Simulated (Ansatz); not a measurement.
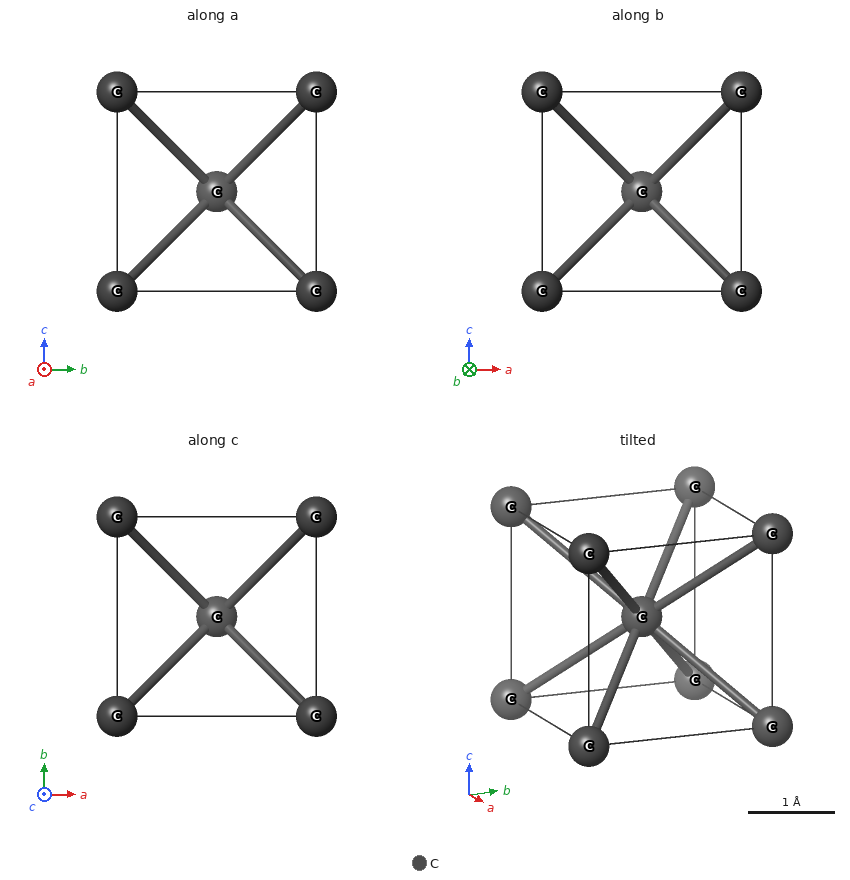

The image is a ball-and-stick drawing of a crystal, viewed along the a axis, along the b axis, along the c axis and slightly off an axis. The edges of the conventional unit cell are marked.

Lattice parameters: a = 2.3249 Å, b = 2.3249 Å, c = 2.3249 Å, α = 90.000°, β = 90.000°, γ = 90.000°.

Question: Give the structure in the form of a CIF in P1 with every atom of the cell.

Answer:
```cif
data_structure
_symmetry_space_group_name_H-M 'P 1'
_symmetry_Int_Tables_number 1
_cell_length_a 2.3249
_cell_length_b 2.3249
_cell_length_c 2.3249
_cell_angle_alpha 90.000
_cell_angle_beta 90.000
_cell_angle_gamma 90.000
_cell_volume 12.57
loop_
_atom_site_label
_atom_site_type_symbol
_atom_site_fract_x
_atom_site_fract_y
_atom_site_fract_z
_atom_site_occupancy
C1 C 0.0000 0.0000 0.0000 1
C2 C 0.5000 0.5000 0.5000 1
```

It derives from a structure type filled with this element by a generator (whether the element takes this form wasn't checked). Earlier steps of the study may have refined or changed the cell and positions. Ansatz was used for an electronic-structure calculation on it.

At this level of theory the cell isn't at rest (compressed, at 17 GPa), so its distances can differ from those at equilibrium, the more so the softer the solid.
